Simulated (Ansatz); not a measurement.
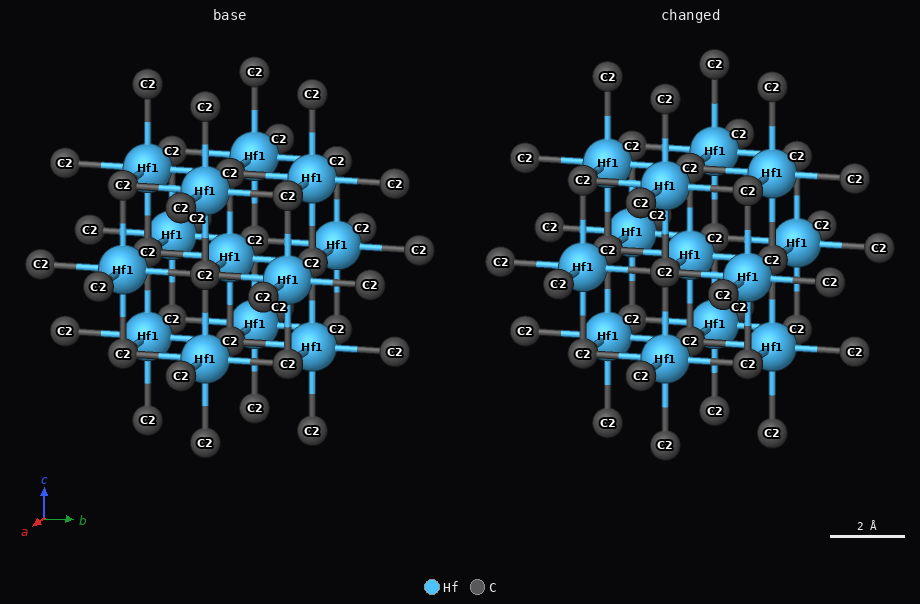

Left: a crystal of HfC (set up in Fm-3m). Right: the same structure after one change, at the same scale. The picture is a ball-and-stick view of the conventional cell (4 times the calculation's cell), seen slightly off an axis. Lengths and directions refer to the drawn axes.

The calculation used DFT, PBEsol, all-electron PAW with datasets made for the crystal, scalar-relativistic in Ansatz. (plane-wave cutoff 400 eV; k-point mesh 15 × 15 × 15; occupations fermi dirac; smearing width 0.05 eV; no spin polarisation)

> Which change leads from the left to the right?

The cell is strained by +3.0 % along c and none across it (volume +3.0 %), the atoms keeping their fractional coordinates. No relaxation follows.

> What does the change do?

It costs 30.1 meV per atom. Pressure: −6.5 GPa before, −12.3 GPa after. The principal stresses (compression positive) are −18.5 GPa along c and −9.2 GPa across it. All forces vanish by symmetry. Some distances before and after: C–Hf 2.325 → 2.325 to 2.395 Å. The space group (tolerance 0.01 Å) goes from Fm-3m (No. 225) to I4/mmm (No. 139).
